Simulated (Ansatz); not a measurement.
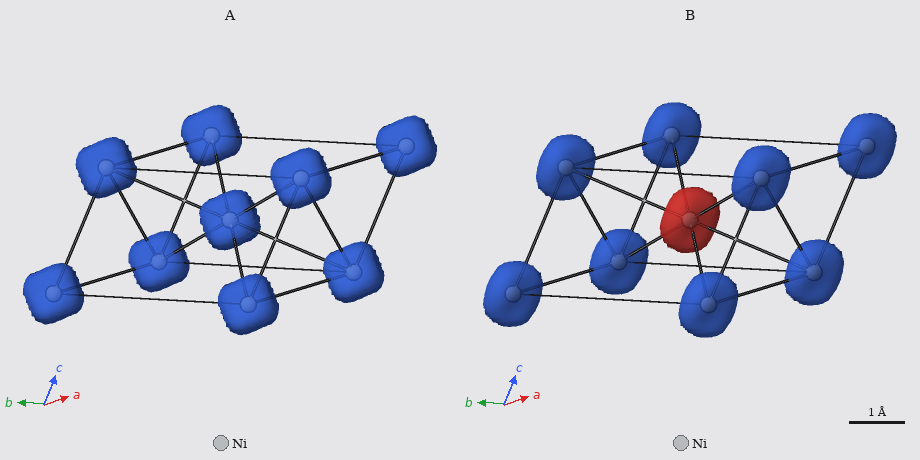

The picture shows: Ni. Spin density of two self-consistent states of the same cell, at +0.3 (blue) and −0.3 e/Å³ (red).

Space group Fm-3m; Hubbard U of 6.2 eV on Ni d only; spin-polarised.

Method: DFT, PBE+U, PAW, plane waves, scalar-relativistic in Ansatz.

Core electrons are frozen (PAW), and the valence fields are smoothed inside the atomic spheres.

Q: Which magnetic state is the more stable, and how do they differ?

A: State A: parallel main moments (a ferromagnetic arrangement) in this solution; Ni: +0.8 μB (×2) in one cell of 2 atoms. State B: antiferromagnetic in this solution, which needn't be the ground state, with some nearest magnetic neighbours parallel and some opposed; Ni: +0.7 μB and −0.7 μB in one cell of 2 atoms. State A lies lower by 103 meV per atom.
